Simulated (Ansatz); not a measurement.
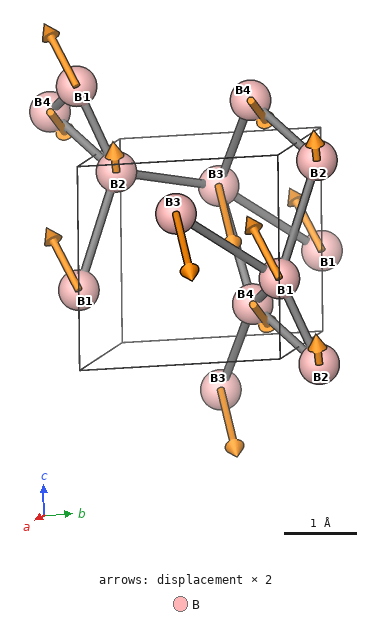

This is a relaxation of crystalline B (built on the random type) (coarse preliminary run). The starting structure is drawn; orange arrows show the displacements (the part carried along by the change of the cell is left out), 2 times their true length.

Style: ball-and-stick. Shown: the cell of the calculation, slightly off an axis.

Case: random cell without symmetry.

Theory: DFT PBE, scalar-relativistic, plane waves, PAW in Ansatz.

Input
```yaml
crystal:
  lattice:
    - [3.2255776143, 0.0, 0.0]
    - [0.6450396143, 3.0068677493, 0.0]
    - [0.1719104965, 0.3018658311, 2.893318142]
  atoms:
    - { symbol: B, position: [0.6772983166, 0.931649597, 0.3538882281] }
    - { symbol: B, position: [0.5982731766, 0.1085652957, 0.9133949006] }
    - { symbol: B, position: [0.0792751269, 0.5059655214, 0.7507551366] }
    - { symbol: B, position: [0.4058014892, 0.7397324008, 0.2025179752] }
basis:
  ecutwfc: 420
kpoints:
  mp_grid: { grid: [6, 6, 6] }
hamiltonian:
  xc: pbe
scf:
  occupations: { method: gaussian, width: 0.1 }
  lower_state_search: "off"
output:
  forces: true
  stress: true
  eigenvalues: true
relax:
  adjacent_minimum: "off"
  f_tol: 0.04
  max_steps: 70
  cell: { stress_tol: 0.4 }
```

Describe the change and its energy.

Answer. After 14 accepted moves (17 points after the start) the energy has fallen by 7.331 eV per cell of the calculation. Largest force component: 16 eV/Å at the start, 0.003 eV/Å at the end. The pressure goes from 57.78 to 0.04 GPa. The line search rejected the trial step at point 10 of the run. The SCF was repeated twice at an unchanged geometry on a basis and grid sized afresh for the cell, which shifted the energy by 32.6 meV per cell of the calculation at most. The atom that moves furthest relative to the cell is B3 (0.73 Å roughly along [3 1 −2]). The drawn cell changes as follows: a 3.226 → 3.089 Å (−4.2 %), b 3.075 → 3.227 Å (+4.9 %), c 2.914 → 3.171 Å (+8.8 %), α 83.5° → 90.0°, β 86.6° → 89.4°, γ 77.9° → 58.5°; the volume changes by −3.9 %. Near-neighbour distances that change, for instance: B2–B4 2.754 → 1.737 Å, B2–B3 2.168 → 3.161 Å, B1–B3 2.688 → 1.923 Å, B1–B3 (another image) 2.636 → 1.923 Å. Among the angles between lasting bonds that change: B2–B3–B4 86.4° → 145.1°, B2–B1–B3 144.5° → 103.5°, B1–B4–B3 107.7° → 66.9°. The space group (tolerance 0.01 Å) goes from P1 (No. 1) to C2/c (No. 15).
